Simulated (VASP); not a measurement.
## Ge: geometry relaxation (part 2 of 3)

Continued. System: Ge (I4₁/amd, 2 atoms in the cell). Method: Kohn-Sham DFT of a periodic cell, PBEsol, VASP PAW PBE potentials, recommended, no spin polarisation (VASP 6.6.1); cutoff 350 eV, 12×12×12 k-mesh, Gaussian smearing of 0.02 eV. The structure derives from a Materials Project entry.

Geometry of the input (Å; fractional positions):
```
-2.5745  2.5745  1.3974
2.5745  -2.5745  1.3974
2.5745  2.5745  -1.3974
Ge 0.2500  0.7500  0.5000
Ge 0.5000  0.5000  0.0000
```

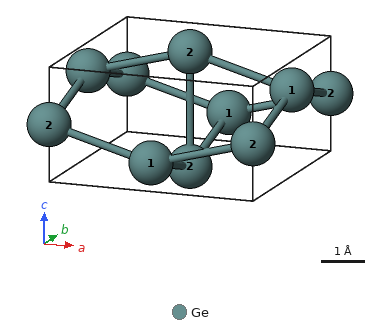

Fig. 1: The input geometry (ball-and-stick view of the cell 2 times as large as that of the calculation, set on its symmetry axes, seen slightly off an axis; atoms are numbered from 1 in the order of the input). An atom can appear more than once, as a periodic image.

### Parts of OUTCAR, continued
```
----------------------------------------------------------------------------------------

                                     Primitive cell

  volume of cell :      37.0482

  direct lattice vectors                    reciprocal lattice vectors
    -2.574489720  2.574489720  1.397412640     0.000000000  0.194213244  0.357804120
     2.574489720 -2.574489720  1.397412640     0.194213244  0.000000000  0.357804120
     2.574489720  2.574489720 -1.397412640     0.194213244  0.194213244  0.000000000

  length of vectors
     3.899840602  3.899840602  3.899840602     0.407114938  0.407114938  0.274659004

  position of ions in fractional coordinates (direct lattice)
     0.250000000  0.750000000  0.500000000
     0.500000000  0.500000000  0.000000000

  ion indices of the primitive-cell ions
   primitive index   ion index
                 1           1
                 2           2

----------------------------------------------------------------------------------------

 KPOINTS: k-points

Automatic generation of k-mesh.
 Grid dimensions read from file:
 generate k-points for:   12   12   12

 Generating k-lattice:

  Cartesian coordinates                     Fractional coordinates (reciprocal lattice)
     0.000000000  0.016184437  0.029817010     0.083333333  0.000000000  0.000000000
     0.016184437  0.000000000  0.029817010     0.000000000  0.083333333  0.000000000
     0.016184437  0.016184437  0.000000000     0.000000000  0.000000000  0.083333333

  Length of vectors
     0.033926245  0.033926245  0.022888250

  Shift w.r.t. Gamma in fractional coordinates (k-lattice)
     0.000000000  0.000000000  0.000000000

 Subroutine IBZKPT returns following result:
 ===========================================

 Found    163 irreducible k-points:

 Following reciprocal coordinates:
            Coordinates               Weight
  0.000000  0.000000  0.000000      1.000000
  0.083333  0.000000  0.000000      8.000000
  0.166667  0.000000 -0.000000      8.000000
  0.250000  0.000000 -0.000000      8.000000
  0.333333 -0.000000  0.000000      8.000000
  0.416667  0.000000  0.000000      8.000000
  0.500000  0.000000 -0.000000      4.000000
  0.083333  0.083333  0.000000      8.000000
  0.166667  0.083333 -0.000000     16.000000
  0.250000  0.083333 -0.000000     16.000000
  0.333333  0.083333  0.000000     16.000000
  0.416667  0.083333  0.000000     16.000000
  0.500000  0.083333 -0.000000     16.000000
 -0.416667  0.083333  0.000000     16.000000
 -0.333333  0.083333 -0.000000     16.000000
 -0.250000  0.083333  0.000000     16.000000
 -0.166667  0.083333  0.000000     16.000000
 -0.083333  0.083333  0.000000      4.000000
  0.166667  0.166667 -0.000000      8.000000
  0.250000  0.166667 -0.000000     16.000000
  0.333333  0.166667  0.000000     16.000000
  0.416667  0.166667 -0.000000     16.000000
  0.500000  0.166667 -0.000000     16.000000
 -0.416667  0.166667  0.000000     16.000000
 [... further k-points ...]
   k-points           NKPTS =    163   k-points in BZ     NKDIM =    163   number of bands    NBANDS=     18
   number of dos      NEDOS =    301   number of ions     NIONS =      2
   total plane-waves  NPLWV =  13824
   dimension x,y,z NGX =    24 NGY =   24 NGZ =   24
   dimension x,y,z NGXF=    48 NGYF=   48 NGZF=   48
   ions per type =               2
   NGX,Y,Z   is equivalent  to a cutoff of  10.23, 10.23, 10.23 a.u.
   NGXF,Y,Z  is equivalent  to a cutoff of  20.46, 20.46, 20.46 a.u.
 SYSTEM =  Ge
   PREC   = accura    normal or accurate (medium, high low for compatibility)
   ISTART =      0    job   : 0-new  1-cont  2-samecut
   ICHARG =      2    charge: 1-file 2-atom 10-const
   ISPIN  =      1    spin polarized calculation?
   LNONCOLLINEAR =      F non collinear calculations
   LSORBIT =      F    spin-orbit coupling
   LASPH  =      T    aspherical Exc in radial PAW
   ENCUT  =  350.0 eV  25.72 Ry    5.07 a.u.   5.95  5.95  5.95*2*pi/ulx,y,z
   NELM   =     60;   NELMIN=  2; NELMDL= -5     # of ELM steps
   EDIFF  = 0.1E-06   stopping-criterion for ELM
   LREAL  =      F    real-space projection
   EDIFFG = -.2E-02   stopping-criterion for IOM
   NSW    =     80    number of steps for IOM
   IBRION =      2    ionic relax: 0-MD 1-quasi-New 2-CG
   NFREE  =      1    steps in history (QN), initial steepest desc. (CG)
   ISIF   =      3    stress and relaxation
   ISYM   =      2    0-nonsym 1-usesym 2-fastsym
   POTIM  = 0.5000    time-step for ionic-motion
   TEBEG  =    0.0;   TEEND  =   0.0 temperature during run
   PSTRESS=   98.0 pullay stress
   NELECT =      28.0000    total number of electrons
   NUPDOWN=      -1.0000    fix difference up-down
   EMIN   =  10.00;   EMAX   =-10.00  energy-range for DOS
   EFERMI =   0.00;   METHOD = LEGACY
   ISMEAR =     0;   SIGMA  =   0.02  broadening in eV -4-tet -1-fermi 0-gaus
   EFERMI_NEDOS =   21; number of points for ismear=-14 and -15
   IALGO  =     38    algorithm
   IMIX   =      4    mixing-type and parameters
     AMIX     =   0.40;   BMIX     =  1.00
     AMIX_MAG =   1.60;   BMIX_MAG =  1.00
  volume/ion in A,a.u.               =      18.52       125.01
  Fermi-wavevector in a.u.,A,eV,Ry     =   1.491209  2.817976 30.255333  2.223704
  Thomas-Fermi vector in A             =   2.603893
   LORBIT       =      0    0 simple, 1 ext, 2 COOP (PROOUT), +10 PAW based schemes
   GGA     = PS    functional components
   LHFCALC =     F    Hartree Fock is set to
   AEXX    =    0.0000 exact exchange contribution
   IVDW    =     0    specifies the selected vdW correction
   LEPSILON=     F    determine dielectric tensor
   LRPA    =     F    only Hartree local field effects (RPA)
 conjugate gradient relaxation of ions
 non-spin polarized calculation
 Gauss-broadening in eV      SIGMA  =   0.02
  energy-cutoff  :      350.00
  volume of cell :       37.05
 maximum number of plane-waves:       565
   NGX = 11   NGY = 11   NGZ = 11

--------------------------------------- Ionic step        1  -------------------------------------------

 number of electron      28.0000042 magnetization

 Free energy of the ion-electron system (eV)
  ---------------------------------------------------
  ext. energy  EPLUGINS =         0.00000000
  ---------------------------------------------------
  free energy    TOTEN  =        -9.53903929 eV

  energy without entropy =       -9.53873868  energy(sigma->0) =       -9.53888899

------------------------ aborting loop because EDIFF is reached ----------------------------------------

  FORCE on cell =-STRESS in cart. coord.  units (eV):
  Direction    XX          YY          ZZ          XY          YZ          ZX
  --------------------------------------------------------------------------------------
  -------------------------------------------------------------------------------------
  Total       -0.2904548     -0.2904548      0.0192799      0.0000000      0.0000000      0.0000000
  in kB      -12.5609398    -12.5609398      0.8337725      0.0000000      0.0000000      0.0000000
  external PRESSURE =    -106.0960357 kB  Pullay stress =      98.0000000 kB

 VOLUME and BASIS-vectors are now :
 -----------------------------------------------------------------------------
  energy-cutoff  :      350.00
  volume of cell :       37.05
      direct lattice vectors                 reciprocal lattice vectors
    -2.574489720  2.574489720  1.397412640     0.000000000  0.194213244  0.357804120
     2.574489720 -2.574489720  1.397412640     0.194213244  0.000000000  0.357804120
     2.574489720  2.574489720 -1.397412640     0.194213244  0.194213244  0.000000000

 POSITION                                       TOTAL-FORCE (eV/Angst)
 -----------------------------------------------------------------------------------
      2.57449      0.00000      0.69871         0.000000     -0.000000      0.000000
      0.00000      0.00000      1.39741        -0.000000      0.000000     -0.000000
 -----------------------------------------------------------------------------------
    total drift:                               -0.000000     -0.000000      0.000000

  FREE ENERGIE OF THE ION-ELECTRON SYSTEM (eV)
  ---------------------------------------------------
  free  energy   TOTEN  =        -9.5390392906 eV

  energy  without entropy=       -9.5387386800  energy(sigma->0) =       -9.53888899

  enthalpy is  TOTEN    =        -7.2729215230 eV   P V=        2.2661177676

--------------------------------------- Ionic step        2  -------------------------------------------

 number of electron      27.9999969 magnetization

------------------------ aborting loop because EDIFF is reached ----------------------------------------

  FORCE on cell =-STRESS in cart. coord.  units (eV):
  Direction    XX          YY          ZZ          XY          YZ          ZX
  --------------------------------------------------------------------------------------
  -------------------------------------------------------------------------------------
  Total        3.9661543      3.9661543      3.5595114      0.0000000      0.0000000      0.0000000
  in kB      205.9677660    205.9677660    184.8502521      0.0000000      0.0000000      0.0000000
  external PRESSURE =     100.9285947 kB  Pullay stress =      98.0000000 kB

 VOLUME and BASIS-vectors are now :
 -----------------------------------------------------------------------------
  energy-cutoff  :      350.00
  volume of cell :       30.85
      direct lattice vectors                 reciprocal lattice vectors
    -2.415726287  2.415726287  1.321677470     0.000000000  0.206977091  0.378307122
     2.415726287 -2.415726287  1.321677470     0.206977091  0.000000000  0.378307122
     2.415726287  2.415726287 -1.321677470     0.206977091  0.206977091  0.000000000

 POSITION                                       TOTAL-FORCE (eV/Angst)
 -----------------------------------------------------------------------------------
      2.41573      0.00000      0.66084         0.000000     -0.000000      0.000000
      2.41573      2.41573      0.00000        -0.000000      0.000000     -0.000000
 -----------------------------------------------------------------------------------
    total drift:                                0.000000     -0.000000      0.000000

  FREE ENERGIE OF THE ION-ELECTRON SYSTEM (eV)
  ---------------------------------------------------
  free  energy   TOTEN  =        -9.2324884510 eV

  energy  without entropy=       -9.2324346518  energy(sigma->0) =       -9.23246155

  enthalpy is  TOTEN    =        -7.3453819024 eV   P V=        1.8871065486

--------------------------------------- Ionic step        3  -------------------------------------------

 number of electron      27.9999984 magnetization

------------------------ aborting loop because EDIFF is reached ----------------------------------------

  FORCE on cell =-STRESS in cart. coord.  units (eV):
  Direction    XX          YY          ZZ          XY          YZ          ZX
  --------------------------------------------------------------------------------------
  -------------------------------------------------------------------------------------
  Total        2.0466100      2.0466100      1.9562332      0.0000000      0.0000000      0.0000000
  in kB       98.7829891     98.7829891     94.4208079      0.0000000      0.0000000      0.0000000
  external PRESSURE =      -0.6710713 kB  Pullay stress =      98.0000000 kB

 VOLUME and BASIS-vectors are now :
 -----------------------------------------------------------------------------
  energy-cutoff  :      350.00
  volume of cell :       33.19
      direct lattice vectors                 reciprocal lattice vectors
    -2.478043936  2.478043936  1.351404956     0.000000000  0.201772048  0.369985324
     2.478043936 -2.478043936  1.351404956     0.201772048  0.000000000  0.369985324
     2.478043936  2.478043936 -1.351404956     0.201772048  0.201772048  0.000000000

 POSITION                                       TOTAL-FORCE (eV/Angst)
 -----------------------------------------------------------------------------------
      2.47804      0.00000      0.67570        -0.000000     -0.000000      0.000000
      0.00000      0.00000      1.35140         0.000000      0.000000     -0.000000
 -----------------------------------------------------------------------------------
    total drift:                               -0.000000     -0.000000      0.000000

  FREE ENERGIE OF THE ION-ELECTRON SYSTEM (eV)
  ---------------------------------------------------
  free  energy   TOTEN  =        -9.4439193331 eV

  energy  without entropy=       -9.4435866796  energy(sigma->0) =       -9.44375301

  enthalpy is  TOTEN    =        -7.4135315282 eV   P V=        2.0303878048

[... ionic steps 4 to 9 ...]

--------------------------------------- Ionic step       10  -------------------------------------------

 number of electron      27.9999996 magnetization

------------------------ aborting loop because EDIFF is reached ----------------------------------------

  FORCE on cell =-STRESS in cart. coord.  units (eV):
  Direction    XX          YY          ZZ          XY          YZ          ZX
  --------------------------------------------------------------------------------------
  -------------------------------------------------------------------------------------
  Total        2.0051926      2.0051926      2.0159391      0.0000000      0.0000000      0.0000000
  in kB       96.8575745     96.8575745     97.3766713      0.0000000      0.0000000      0.0000000
  external PRESSURE =      -0.9693932 kB  Pullay stress =      98.0000000 kB

 VOLUME and BASIS-vectors are now :
```
